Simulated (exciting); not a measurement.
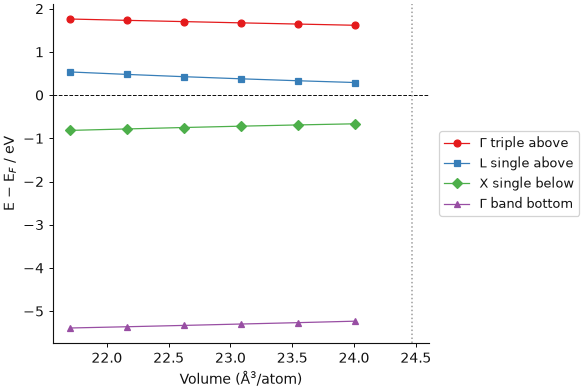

Levels at named k points against volume, from the Fermi level of each run. Each is named by its point, its degeneracy (spin aside) and its side of the Fermi level at the middle volume, where it is the nearest level on that side; the band bottom is the lowest valence level above the core-like shells. One run is left out (dotted line).

System: fcc Sc, space group Fm-3m (No. 225), 1 atom in the primitive cell. The cell is scaled at fixed shape and fractional positions; at the middle volume, cubic a = 4.520 Å. Method: PBEsol, all-electron LAPW+lo, shipped species files, valence relativity iora*, no spin polarisation, no spin-orbit coupling, 10×10×10 k mesh, Fermi-Dirac smearing of 0.05 eV (exciting).

| volume | Γ triple above (eV) | L single above (eV) | X single below (eV) | Γ band bottom (eV) |
| --- | --- | --- | --- | --- |
| 21.70 Å³/atom | 1.76 | 0.54 | −0.82 | −5.39 |
| 22.16 Å³/atom | 1.73 | 0.48 | −0.78 | −5.36 |
| 22.62 Å³/atom | 1.70 | 0.43 | −0.75 | −5.33 |
| 23.09 Å³/atom | 1.67 | 0.38 | −0.72 | −5.30 |
| 23.55 Å³/atom | 1.65 | 0.33 | −0.69 | −5.26 |
| 24.01 Å³/atom | 1.62 | 0.29 | −0.66 | −5.23 |

> Estimate the levels at 24.47 Å³/atom.

Fits against the logarithm of the volume give +1.59 eV for Γ triple above, +0.24 eV for L single above, −0.63 eV for X single below and −5.20 eV for Γ band bottom. The run gives +1.59, +0.26, −0.64 and −5.20 eV; the largest miss is 0.01 eV.

> How does the occupied bandwidth scale with volume?

The Fermi level lies 5.39 eV above the band bottom at the smallest volume and 5.20 eV at the largest, a power law of about V^−0.30.

This isn't the form of Sc at room conditions, which is hcp. With so many states at the Fermi level a magnetic or distorted state may lie lower. The Fermi level is that of this mesh and smearing.
